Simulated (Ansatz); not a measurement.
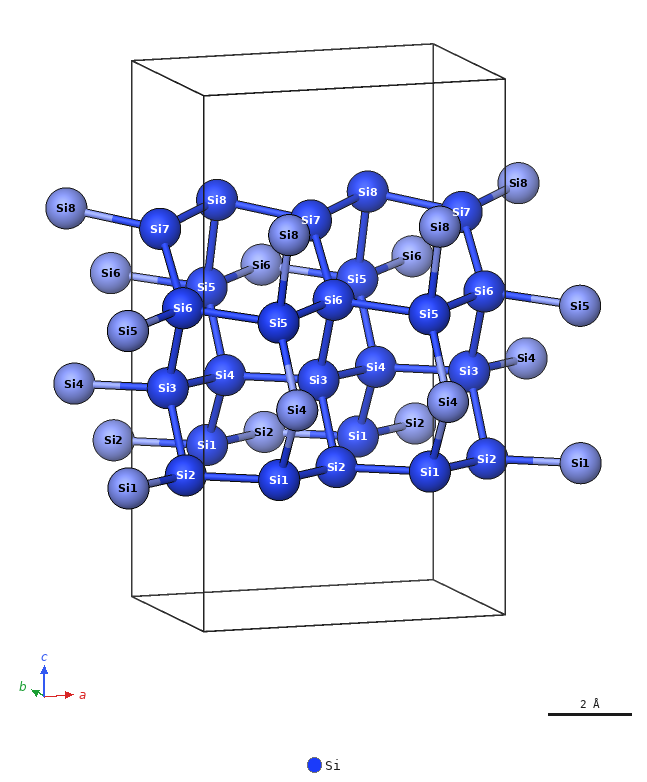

Fig. 1: The structure (ball-and-stick view of the 2 × 1 repeat of the cell, with the vacuum cut short, seen slightly off an axis; neighbours outside the cell are drawn fainter; atoms are numbered from 1 in the order of the input). Near neighbours in the crystal (not all of them lie inside the picture): Si has 3 Si at 2.35 to 2.40 Å; Si has 4 Si at 2.35 to 2.46 Å.

## Single-point calculation, with input and output: Si (part 1 of 3)

- system: Si (slab, 8 atoms in the cell)
- method: DFT PBE, scalar-relativistic, plane waves, PAW, spin-polarised (Ansatz 0.2.0)

The structure derives from an entry of the Crystallography Open Database. It belongs to a series of runs on one base structure; here: the slab alone at its places under the adsorbate. Figures and captions count atoms from 1; the log counts them from 0 in places.

The input
```yaml
crystal:
  lattice:
    - [3.8402545, 0.0, 0.0]
    - [0.0, 5.43094, 0.0]
    - [0.0, 0.0, 25.7603818893]
  atoms:
    - { symbol: Si, position: [0.5, 0.0, 0.3881930028], spin: 0.15 }
    - { symbol: Si, position: [0.0, 0.25, 0.3881930028] }
    - { symbol: Si, position: [0.0, 0.5, 0.4627310009] }
    - { symbol: Si, position: [0.5, 0.75, 0.4627310009] }
    - { symbol: Si, position: [0.5, 0.0074555526, 0.5374604993] }
    - { symbol: Si, position: [0.0, 0.2883517986, 0.5457220821] }
    - { symbol: Si, position: [0.0, 0.6054959686, 0.6105708918] }
    - { symbol: Si, position: [0.5, 0.8613169748, 0.6254588914] }
basis:
  ecutwfc: 420
  fft_grid_basis: typed
kpoints:
  mp_grid: { grid: [7, 5, 1] }
hamiltonian:
  xc: pbe
scf:
  occupations: { method: gaussian, width: 0.1 }
output:
  forces: true
  eigenvalues: true
  populations: true
  write_density: true
  volumetric_format: npy
efield:
  axis: 3
  dipole_correction: true
  ramp_width: 0.04
magnetization:
  spin_polarized: true
```

Run on 4 threads of Arm Neoverse V1, 24 GiB of memory available, shared host.

Command:
```bash
ansatz run input.yaml --threads 4 --pin off --max-ram 5898MiB --backend cpu --events-out ev --progress --plain --runs-dir out
```

Output
```
Engine: ansatz 0.2.0, aarch64-unknown-linux-gnu
Pseudopotentials: kind: paw
Pseudopotential: Si, paw, valence charge 4, recommended cutoff 420 eV (normal), Si.paw.azcp
Functional definition: PBE
  parameter kappa = 0.804
  parameter beta = 0.06672455060314922
  exchange = pbe_x(kappa = kappa, mu = beta*pi^2/3)
  correlation = pbe_c(beta = beta)
Crystal: 8 atoms, lattice volume = 537.263 Å³
Basis set: ecut = 420 eV, 10489 PW (Γ), exchange–correlation on 54×80×360 points (8 copies of the dense FFT grid, shifted against one another)
Bands: 25, of which v1, the nominal top of the filled ones, is band 16 counted from 1 (15 counted from 0)
Symmetry: 2 space group operations
k-points: 12 of 35 (time reversal used)
Non-local potential: Si, projectors of the file, l = 0: 2, l = 1: 2, l = 2: 2
PAW form: soft (Blöchl's): semilocal exchange-correlation on the pseudo side does not see the compensation charge
PAW one-centre angular grid: Si, 110 points (default); XC on 64 Gauss nodes
Initial density: superposition of atomic densities (neutral atoms: chi_scale 0, normalization atom)
Starting moments: Σ|m| = 0.15 μB on 1 of 8 sites
Initial wavefunctions: pseudopotential atomic-orbital guess
Functional: x = pbe(κ = 0.804, μ = 0.2195149727645171), c = pbe(β = 0.06672455060314922)
```
